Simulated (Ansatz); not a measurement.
Take the following structure.

```
C
1.0
     1.25391   -2.17439    0.00000
     1.25391    2.17439    0.00000
     0.00000    0.00000   10.41086
C
4
Cartesian
  1.2539 1.8118 7.1372
  1.2539 -0.3626 3.2737
  1.2539 -1.8118 3.2737
  1.2539 0.3626 7.1372
```

Before looking at a picture, describe the arrangement of atoms.

Answer. The element is carbon. The cell holds four atoms. Each C atom is coordinated by three C in a trigonal planar arrangement at 1.45 Å. The bonds build C layers parallel to (001).

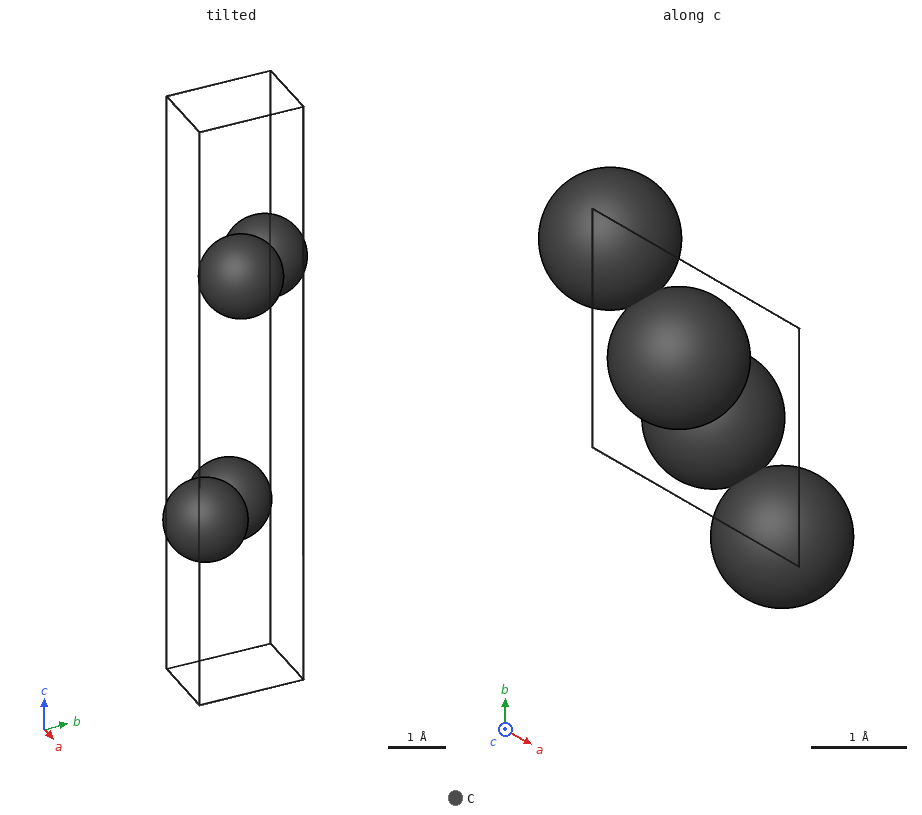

Crystal structure, space-filling style, seen slightly off an axis and along the c axis. Lines trace the edges of the simulation cell.

Origin of the cell: a structure listed in the Materials Project. Atoms and cell were optimised with DFT LDA, scalar-relativistic, plane waves, PAW in Ansatz 0.2.0.
